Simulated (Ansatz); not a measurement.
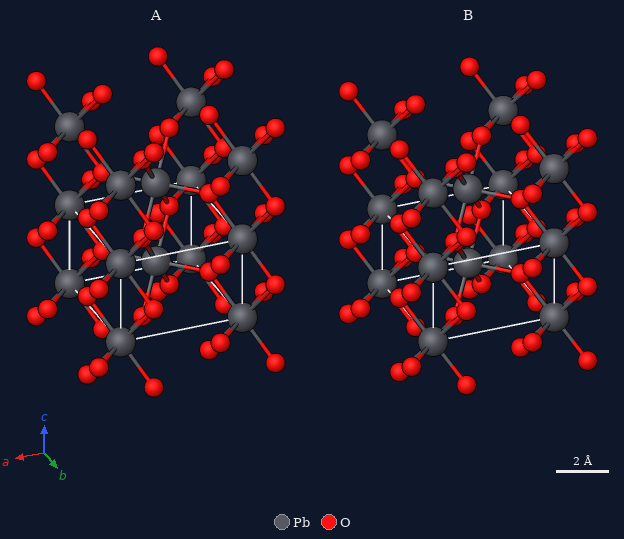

Two geometries of solid PbO2 (a generated structure, set up in P4_2/mnm) (coarse preliminary run), drawn at one scale. One is the start of a relaxation, the other its converged end. A ball-and-stick model of the cell of the calculation, repeated 1 × 1 × 2 with one cell outlined, seen from a free direction.

Computed with DFT PBE, scalar-relativistic, plane waves, PAW in Ansatz. (plane-wave cutoff 420 eV; k-point mesh 4 × 4 × 6; occupations gaussian; smearing width 0.1 eV; no spin polarisation; cell and atoms relaxed; force threshold 0.05 eV/Å; at most 80 steps)

**Which one is relaxed?**

Structure A is the relaxed one. Over 4 accepted moves (6 points after the start) the energy falls by 43.0 meV per atom. The largest force component goes from 0.016 to 0.0011 eV/Å. Pressure: 10.85 GPa at the start and −0.01 GPa at the end. At 2 points the geometry stayed and the basis and grid were re-selected for the new cell (energy shift of 5.1 meV per atom at most each time). The largest moves relative to the cell, 0.022 Å, are those of O atoms. Pb stays in place. Cell: a = b 5.057 → 5.083 Å (+0.5 %), c 3.257 → 3.439 Å (+5.6 %). Volume +6.7 %. Among the contacts that change: O–Pb 2.144 → 2.205 Å, O–Pb 2.181 → 2.214 Å. Among the angles between lasting bonds that change: Pb–O–Pb 98.8° → 102.5°, O–Pb–O 98.8° → 102.5°, O–Pb–O 81.2° → 77.5°. The space group stays P4_2/mnm (No. 136).
